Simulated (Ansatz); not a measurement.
Pb (slab)

Input file:

```
crystal:
  lattice:
    - [3.5652332684, 0.0, 0.0]
    - [0.0, 3.5652332684, 0.0]
    - [0.0, 0.0, 25.0840024825]
  atoms:
    - { symbol: Pb, position: [0.5, 0.5, 0.3052211385] }
    - { symbol: Pb, position: [0.0, 0.0, 0.3976644241] }
    - { symbol: Pb, position: [0.5, 0.5, 0.5000000123] }
    - { symbol: Pb, position: [0.0, 0.0, 0.6023355701] }
    - { symbol: Pb, position: [0.5, 0.5, 0.6947788551] }
basis:
  ecutwfc: 420
kpoints:
  mp_grid: { grid: [10, 10, 1] }
  band_path:
    path: [[0.5, 0, 0], [0, 0, 0], [0.5, 0.5, 0], [0.5, 0, 0]]
    npoints: 12
hamiltonian:
  xc: pbe
scf:
  occupations: { method: gaussian, width: 0.1 }
  n_extra_bands: 16
output:
  forces: true
  eigenvalues: true
  populations: true
  fatbands: true
  write_density: true
  write_potential: true
  elf: true
  volumetric_format: npy
efield:
  axis: 3
  dipole_correction: true
  ramp_width: 0.04
```

Run with:

```sh
ansatz run input.yaml --threads 2 --pin off --max-ram 5632MiB --backend cpu --events-out ev --progress --plain --runs-dir out
```

Theory: DFT PBE, scalar-relativistic, plane waves, PAW in Ansatz.

**Predict the valence pseudo-density and electron localisation function between the atoms.**

Pb–Pb (3.43 Å): ρ is about 0.14 e/Å³ halfway; the ELF is about 0.25 at the midpoint (no shared electron pair shows on this line).

**Does the calculation make it a metal, or give it a gap?**

It is gapless in this calculation (a metal or semimetal).

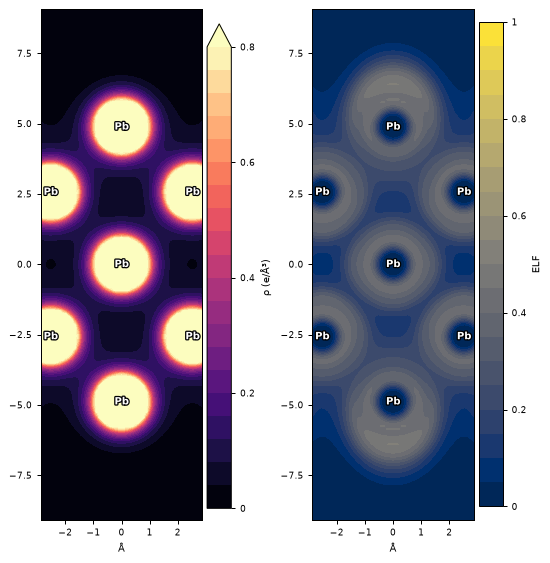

Computed valence pseudo-density and electron localisation function on the (11̄0) plane of the calculation cell, a cut from vacuum to vacuum, in this order. 

The density is the valence pseudo-density of a PAW calculation; it isn't the true density close to the nuclei.
